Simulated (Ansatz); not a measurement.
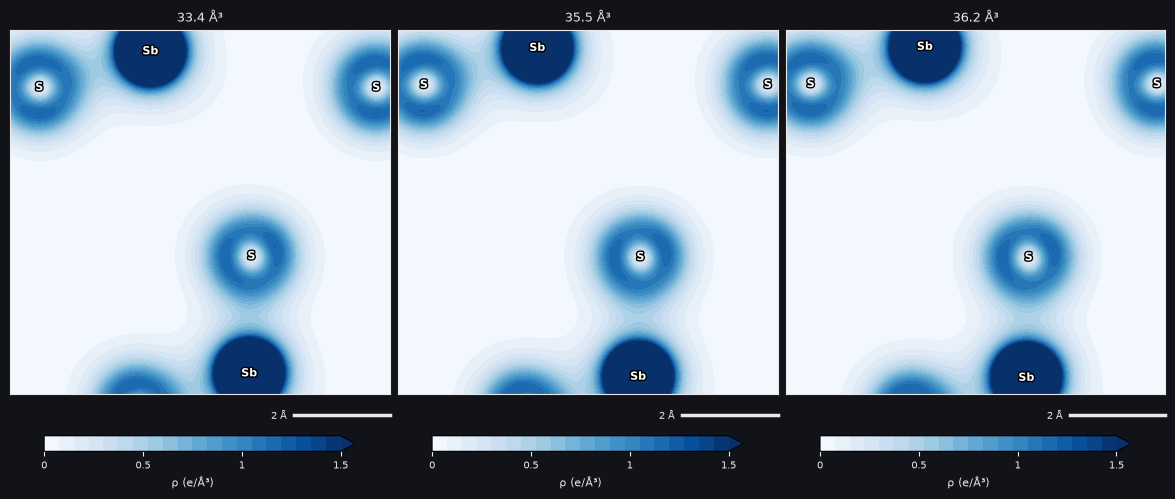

SbS₂. The valence electron density of cells scaled evenly to different volumes (given per atom above each panel), on the (11̄0) plane of each (indices in the axes of the cell below), at one length scale and on one colour scale.

A structure from a database of computed crystals, not necessarily the ambient phase.

Computed with Ansatz 0.2.0, Kohn-Sham DFT of a periodic cell, PBE, Ansatz PAW.

The largest cell:

```xyz
6
Lattice="-3.0508 3.0508 5.8360 3.0508 -3.0508 5.8360 3.0508 3.0508 -5.8360" Properties=species:S:1:pos:R:3 pbc="T T T"
Sb    0.0000    0.0000    0.0000
Sb    0.0000    3.0508    2.9180
S    -1.5254    1.6720    4.3770
S     1.3788    1.5254    1.4590
S     4.5762    1.3788   -1.4590
S     1.6720    1.5254    7.2950
```

| volume (Å³/atom) | Sb–S contact in the plane (Å) | ρ at its midpoint (e/Å³) | pressure (GPa) | 
| --- | --- | --- | --- |
| 33.37 | 2.453 | 0.556 | 2.9 | 
| 34.08 | 2.471 | ? | ? | 
| 35.50 | 2.505 | 0.514 | 0.1 | 
| 36.21 | 2.521 | 0.500 | −0.7 | 

**What values belong in the row with question marks?**

Over the known rows ln ρ falls by 1.55 per Å of Sb–S distance (a least-squares line), which gives 0.541 e/Å³ at 2.471 Å; the calculation gives 0.542 e/Å³. For the pressure, a straight line in volume between the neighbouring rows gives 2.0 GPa; the calculation gives 1.9.
